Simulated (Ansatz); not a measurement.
Consider Al₃GaN₄.

```xyz
32
Lattice="3.1299 5.4211 0.0000 -9.3852 5.4185 0.0000 0.0000 0.0000 5.0426" Properties=species:S:1:pos:R:3 pbc="T T T"
Ga   -3.9184    5.8764    0.0044
Ga   -0.7908    0.4566    0.0044
Al   -5.4766    8.5711    5.0418
Al   -2.3490    3.1513    5.0418
Al   -5.4727    3.1597    5.0403
Al    0.7848    3.1609    5.0403
Al   -7.0313    5.8785    5.0418
Al   -0.7737    5.8797    5.0418
Ga   -8.5944    4.9620    2.5257
Ga   -2.3369    4.9633    2.5257
Al   -3.9063    7.6883    2.5205
Al   -0.7787    2.2685    2.5205
Al   -7.0401    7.6787    2.5189
Al   -3.9125    2.2589    2.5189
Al   -5.4816    4.9599    2.5205
Al    0.7759    4.9612    2.5205
N    -3.9408    5.8893    1.9567
N    -0.8131    0.4695    1.9567
N    -5.4753    8.5414    1.8994
N    -2.3477    3.1215    1.8994
N    -5.4725    3.1595    1.9090
N     0.7850    3.1608    1.9090
N    -7.0048    5.8922    1.8994
N    -0.7473    5.8935    1.8994
N    -8.5720    4.9491    4.4780
N    -2.3145    4.9504    4.4780
N    -3.9076    7.7181    4.4207
N    -0.7800    2.2983    4.4207
N    -7.0403    7.6788    4.4303
N    -3.9127    2.2590    4.4303
N    -5.5080    4.9462    4.4207
N     0.7495    4.9475    4.4207
```

Space group Cmc2₁; a generated structure, not necessarily the stable one.

Level of theory: Ansatz, DFT PBEsol, scalar-relativistic, plane waves, PAW.

Predict the valence pseudo-density and electron localisation function between the atoms.

Answer. Al–N (1.90 Å): ρ at the midpoint is about 0.67 e/Å³; the ELF peaks at about 0.90 in the valence shell of N, 0.7 Å from its nucleus, and is about 0.90 at the midpoint.
Ga–N (1.95 Å): ρ at the midpoint is about 0.76 e/Å³; the ELF peaks at about 0.85 in the valence shell of N, 0.7 Å from its nucleus, and is about 0.45 at the midpoint.

Does the calculation make it a metal, or give it a gap?

Answer. It is gapped, with a Kohn–Sham gap of 3.5 eV on the k-point mesh, an upper bound to the gap of this method.

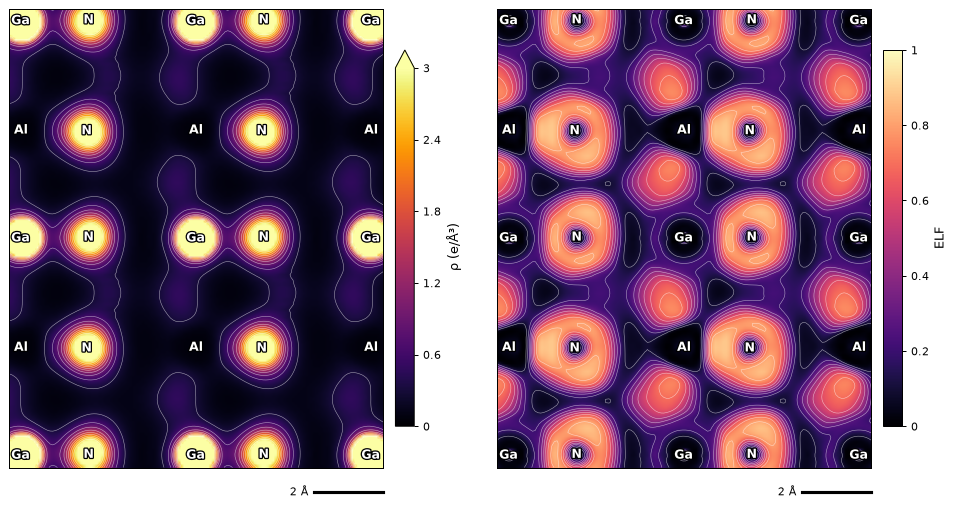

Computed valence pseudo-density and electron localisation function on the (110) plane of the conventional cell, in this order. Atoms just off the plane (Ga, 0.9 Å away, Al, 0.9 Å away and N, 0.9 Å away) can leave unmarked features too.

The density is the valence pseudo-density of a PAW calculation; it isn't the true density close to the nuclei.
